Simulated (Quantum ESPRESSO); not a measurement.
# 1T-PbI2, 2 layers, AA stacking, stepped through the field along the normal, part 2 of 4

Wanted: a table for 1T-PbI2, 2 layers, AA stacking against the field along the normal, and what can be fitted to it.

Quantum ESPRESSO 7.5; plane-wave DFT, PBE, GBRV ultrasoft pseudopotentials.

So far. Step 2 (Variable-cell relaxation of the reference):  The last row is no step: it is a fresh SCF in the final cell with a new plane-wave basis, +1 meV from the row before.

## (3) SCF with pw.x, 0 V/Å

The self-consistent run of this member.

Level of this step: plane-wave DFT, PBE, GBRV ultrasoft pseudopotentials (Quantum ESPRESSO 7.5).

m0.scf.in

```
&control
  prefix = 'm0.scf'
  outdir = './out'
  pseudo_dir = './pseudo'
  calculation = 'scf'
  tprnfor = .true.
  tefield = .true.
  dipfield = .true.
/
&system
  ibrav = 0
  nat = 6
  ntyp = 2
  ecutwfc = 40
  ecutrho = 200
  occupations = 'smearing'
  smearing = 'fd'
  degauss = 0.002
  edir = 3
  emaxpos = 0.97
  eopreg = 0.04
  eamp = 0.0
  nbnd = 34
/
&electrons
  conv_thr = 1e-09
  mixing_beta = 0.4
  electron_maxstep = 120
  mixing_mode = 'plain'
/
ATOMIC_SPECIES
  I   126.9045  i_pbe_v1.uspp.F.UPF
  Pb  207.2000  pb_pbe_v1.uspp.F.UPF
CELL_PARAMETERS angstrom
  4.55788566600000 0.00000000000000 0.00000000000000
  -2.27894283300000 3.94724477500000 0.00000000000000
  0.00000000000000 0.00000000000000 23.77770876400000
ATOMIC_POSITIONS crystal
  I   0.666666666700 0.333333333300 0.272615953800
  Pb  0.000000000000 0.000000000000 0.352398345100
  I   0.333333333300 0.666666666700 0.431979541000
  I   0.666666666700 0.333333333300 0.568020459000
  Pb  0.000000000000 0.000000000000 0.647601654900
  I   0.333333333300 0.666666666700 0.727384046200
K_POINTS automatic
  6 6 1 0 0 0
```

Started as:

```
OMP_NUM_THREADS=1 mpirun -n 4 pw.x -nk 2 -in m0.scf.in > m0.scf.out
```

Output:

```text
[banner, memory and clock lines left out]
Program PWSCF v.7.5 starts
[citation notice left out]

[...]
bravais-lattice index     =            0
     lattice parameter (alat)  =       8.6132  a.u.
     unit-cell volume          =    2886.8491 (a.u.)^3
     number of atoms/cell      =            6
     number of atomic types    =            2
     number of electrons       =        56.00
     number of Kohn-Sham states=           34
     kinetic-energy cutoff     =      40.0000  Ry
     charge density cutoff     =     200.0000  Ry
     scf convergence threshold =      1.0E-09
     mixing beta               =       0.4000
     number of iterations used =            8  plain     mixing
     Exchange-correlation= SLA  PW   PBE  PBE
                           (   1   4   3   4   0   0   0)

[...]
PseudoPot. # 1 for I  read from file:
     ./pseudo/i_pbe_v1.uspp.F.UPF
     Pseudo is Ultrasoft + core correction, Zval =  7.0
     Generated by new atomic code, or converted to UPF format
     Using radial grid of  893 points,  6 beta functions with:
                l(1) =   0
                l(2) =   0
                l(3) =   1
                l(4) =   1
                l(5) =   2
                l(6) =   2
     Q(r) pseudized with  8 coefficients,  rinner =    1.500   1.500   1.500
                                                       1.500   1.500

     PseudoPot. # 2 for Pb read from file:
     ./pseudo/pb_pbe_v1.uspp.F.UPF
     Pseudo is Ultrasoft + core correction, Zval = 14.0
     Generated by new atomic code, or converted to UPF format
     Using radial grid of  899 points,  6 beta functions with:
                l(1) =   0
                l(2) =   0
                l(3) =   1
                l(4) =   1
                l(5) =   2
                l(6) =   2
     Q(r) pseudized with  6 coefficients,  rinner =    1.000   1.000   1.000
                                                       1.000   1.000

     atomic species   valence    mass     pseudopotential
     I                 7.00   126.90450     I ( 1.00)
     Pb               14.00   207.20000     Pb( 1.00)

     No symmetry found

[...]
number of k points=    20  Fermi-Dirac smearing, width (Ry)=  0.0020
[...]
Dense  grid:   137921 G-vectors     FFT dimensions: (  40,  40, 216)

     Smooth grid:    98755 G-vectors     FFT dimensions: (  36,  36, 192)

     Check: negative core charge=   -0.000004

     Initial potential from superposition of free atoms

     starting charge      55.9949, renormalised to      56.0000

     negative rho (up, down):  3.445E-02 0.000E+00

     Adding external electric field

     Computed dipole along edir(3) :
        Dipole               -0.0000 Ry au,         -0.0000 Debye
        Dipole field         -0.0000 Ry au,

        Potential amp.        0.0000 Ry
        Total length         43.1360 bohr

     Starting wfcs are   34 randomized atomic wfcs

     per-process dynamical memory:    86.8 Mb

     Self-consistent Calculation

     iteration #  1     ecut=    40.00 Ry     beta= 0.40
     Davidson diagonalization with overlap
     ethr =  1.00E-02,  avg # of iterations =  2.1

     Threshold (ethr) on eigenvalues was too large:
     Diagonalizing with lowered threshold

     Davidson diagonalization with overlap
     ethr =  2.46E-04,  avg # of iterations =  2.5

     negative rho (up, down):  3.310E-02 0.000E+00

     Adding external electric field

     Computed dipole along edir(3) :
        Dipole               -0.0002 Ry au,         -0.0005 Debye
        Dipole field         -0.0000 Ry au,

        Potential amp.        0.0001 Ry
        Total length         43.1360 bohr

     total energy              =    -591.17963733 Ry
     estimated scf accuracy    <       0.12189957 Ry

     iteration #  2     ecut=    40.00 Ry     beta= 0.40
[...]
negative rho (up, down):  3.311E-02 0.000E+00

[...]
Dipole                0.0004 Ry au,          0.0009 Debye
[...]
total energy              =    -591.20559656 Ry
     estimated scf accuracy    <       0.02202797 Ry

     iteration #  3     ecut=    40.00 Ry     beta= 0.40
[...]
negative rho (up, down):  3.289E-02 0.000E+00

[...]
Dipole               -0.0009 Ry au,         -0.0022 Debye
[...]
total energy              =    -591.20894319 Ry
     estimated scf accuracy    <       0.00387111 Ry

     iteration #  4     ecut=    40.00 Ry     beta= 0.40
[...]
negative rho (up, down):  3.281E-02 0.000E+00

[...]
Dipole                0.0002 Ry au,          0.0005 Debye
[...]
total energy              =    -591.20903595 Ry
     estimated scf accuracy    <       0.00546689 Ry

     iteration #  5     ecut=    40.00 Ry     beta= 0.40
[...]
negative rho (up, down):  3.274E-02 0.000E+00

[...]
Dipole               -0.0004 Ry au,         -0.0010 Debye
[...]
total energy              =    -591.20982066 Ry
     estimated scf accuracy    <       0.00031842 Ry

     iteration #  6     ecut=    40.00 Ry     beta= 0.40
[...]
negative rho (up, down):  3.285E-02 0.000E+00

[...]
Dipole                0.0009 Ry au,          0.0022 Debye
[...]
total energy              =    -591.20989274 Ry
     estimated scf accuracy    <       0.00001118 Ry

[...]
iteration #  9     ecut=    40.00 Ry     beta= 0.40
[...]
negative rho (up, down):  3.309E-02 0.000E+00

[...]
Dipole                0.0001 Ry au,          0.0001 Debye
[...]
total energy              =    -591.20991751 Ry
     estimated scf accuracy    <       0.00000041 Ry

     iteration # 10     ecut=    40.00 Ry     beta= 0.40
[...]
negative rho (up, down):  3.309E-02 0.000E+00

[...]
Dipole               -0.0000 Ry au,         -0.0001 Debye
[...]
total energy              =    -591.20991767 Ry
     estimated scf accuracy    <       0.00000002 Ry

     iteration # 11     ecut=    40.00 Ry     beta= 0.40
[...]
negative rho (up, down):  3.310E-02 0.000E+00

[...]
Dipole               -0.0000 Ry au,         -0.0000 Debye
[...]
total energy              =    -591.20991768 Ry
     estimated scf accuracy    <          2.2E-09 Ry

     iteration # 12     ecut=    40.00 Ry     beta= 0.40
[...]
negative rho (up, down):  3.310E-02 0.000E+00

[...]
Dipole                0.0000 Ry au,          0.0001 Debye
[...]
End of self-consistent calculation

          k = 0.0000 0.0000 0.0000 ( 12349 PWs)   bands (ev):

   -16.4066 -16.4066 -16.4066 -16.4066 -16.3933 -16.3932 -16.3877 -16.3877
   -16.3877 -16.3877 -12.3480 -12.2461 -11.8374 -11.7245  -7.1524  -7.0548
    -1.9874  -1.3876  -1.3118  -1.3118  -1.2187  -1.2187  -1.0494  -1.0494
    -1.0306  -0.9708  -0.9708  -0.4241   2.0506   2.1897   2.9729   2.9729
     3.0671   3.0671

          k = 0.0000 0.1925 0.0000 ( 12365 PWs)   bands (ev):

   -16.4145 -16.4144 -16.4026 -16.4026 -16.3916 -16.3916 -16.3893 -16.3893
   -16.3872 -16.3872 -12.2303 -12.1341 -11.7664 -11.6661  -7.2339  -7.1749
    -2.3496  -2.0028  -1.8506  -1.6117  -1.6053  -1.5756  -1.5030  -1.0861
    -1.0616  -0.9410  -0.5425  -0.4147   2.5075   2.6976   3.0520   3.1882
     3.2641   3.2985

[...]
the Fermi energy is     0.4755 ev

!    total energy              =    -591.20991769 Ry
     estimated scf accuracy    <          4.4E-10 Ry
     smearing contrib. (-TS)   =      -0.00000000 Ry
     internal energy E=F+TS    =    -591.20991769 Ry

     The total energy is F=E-TS. E is the sum of the following terms:
     one-electron contribution =   -1058.75919931 Ry
     hartree contribution      =     549.32190593 Ry
     xc contribution           =    -320.30780959 Ry
     ewald contribution        =     238.53518528 Ry
     electric field correction =       0.00000000 Ry

     convergence has been achieved in  12 iterations

     negative rho (up, down):  3.310E-02 0.000E+00

     Forces acting on atoms (cartesian axes, Ry/au):

     atom    1 type  1   force =     0.00000006    0.00000031   -0.00331015
     atom    2 type  2   force =     0.00000109   -0.00000004   -0.00138826
     atom    3 type  1   force =    -0.00000001    0.00000031   -0.00036383
     atom    4 type  1   force =     0.00000005    0.00000034    0.00036152
     atom    5 type  2   force =    -0.00000123   -0.00000126    0.00139331
     atom    6 type  1   force =     0.00000004    0.00000034    0.00330741

     Total force =     0.005102     Total SCF correction =     0.000021

[...]
```

Run time: 75 s. Hardware: 4 MPI ranks of Arm Neoverse V1, shared host; peak memory 0.86 GiB.

Read from the output:

```
free energy                          : -8043.8207 eV
Fermi energy                         : 0.4755 eV
dipole along the normal              : 2.08e-5 e·Å
valence top, on the run's zero       : -0.4147 eV
conduction bottom, on the run's zero : 2.051 eV
gap by band count                    : 2.465 eV
```

## (4) Electrostatic potential, 0 V/Å

plot_num = 11 writes the bare and Hartree potential, from which vacuum levels or, in a crystal, the mean potential are read.

m0.pot.in

```
&inputpp
  prefix = 'm0.scf'
  outdir = './out'
  filplot = 'm0.pot.dat'
  plot_num = 11
/
```

Started as:

```
OMP_NUM_THREADS=1 mpirun -n 4 pp.x -in m0.pot.in > m0.pot.out
```

Output:

```text
[banner, memory and clock lines left out]
Program POST-PROC v.7.5 starts

          URL

     ./out/m0.scf.save/

     IMPORTANT: XC functional enforced from input :
     Exchange-correlation= PBE
                           (   1   4   3   4   0   0   0)
     Any further DFT definition will be discarded
     Please, verify this is what you really want

     Check: negative core charge=   -0.000004

     negative rho (up, down):  3.310E-02 0.000E+00

     Adding external electric field

     Computed dipole along edir(3) :
        Dipole                0.0000 Ry au,          0.0001 Debye
        Dipole field          0.0000 Ry au,

        Potential amp.       -0.0000 Ry
        Total length         43.1360 bohr

     Calling punch_plot, plot_num =  11

     Adding external electric field

     Computed dipole along edir(3) :
        Dipole                0.0000 Ry au,          0.0001 Debye
        Dipole field          0.0000 Ry au,

        Potential amp.       -0.0000 Ry
        Total length         43.1360 bohr

     Writing data to file  m0.pot.dat
     Message from routine chdens:
     namelist plot not found or invalid, exiting
```

Wall time 1.3 s (4 MPI ranks); peak memory 0.14 GiB; 4.7 s of CPU time.

This step gave:

```
slope of the potential below                                          : -1.47e-4 eV/Å
lower vacuum line continued to the bottom atoms, over the valence top : 6.289 eV
vacuum level at the lower face over the valence top of the mesh       : 6.290 eV
```

The potential energy, planar mean oscillates, so the rows of the table below give means over windows of 1 Å about each position, cut where the curve ends. Its maxima inside the range that stand out by 2 % of the span (Å: eV): 7.4: -0.317, 9.4: -0.340, 11.9: 5.52, 14.4: -0.340, 16.4: -0.317. Its minima: 6.5: -7.96, 8.4: -7.11, 10.2: -8.00, 13.5: -8.00, 15.4: -7.11, 17.3: -7.96.

Electrostatic potential energy of an electron, with the sawtooth; zero at the highest filled level of the SCF mesh. Table of potential energy, planar mean by z; means over each step:

```csv
z (Å),"potential energy, planar mean (eV)"
0,6.29
1,6.29
2,6.29
3,6.29
4,6.25
5,5.50
6,-2.76
7,-3.97
8,-4.53
9,-3.01
10,-5.70
11,0.103
12,5.13
13,-2.53
14,-4.20
15,-4.43
16,-3.08
17,-5.54
18,-0.0958
19,5.88
20,6.27
21,6.29
22,6.29
23,6.29
```

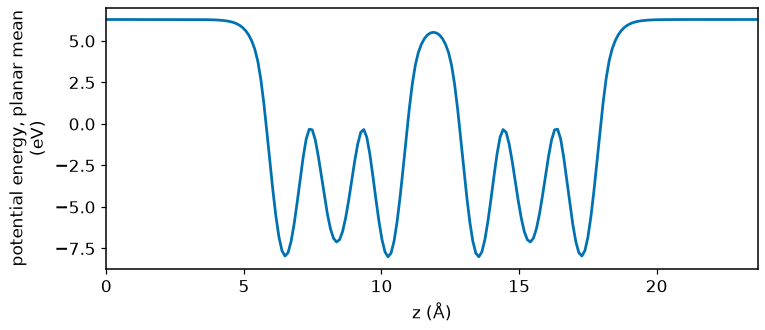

Potential energy, planar mean against z.

[end of part 2 of 4]

[Logs are printed without paths, hosts, clocks, repeated set-up lines and the standing remarks that a program may print on its own settings, such as how far it seeks lower states.]

[Hosts, paths, dates, database ids (printed as entryN), source tags and the programs' standing remarks are cut or masked in the printed files.]

[Maps of the electrostatic potential energy from Ansatz leave out the sawtooth potential of an applied field or a dipole correction, so their vacuum need not be flat; planar profiles and work functions include it.]
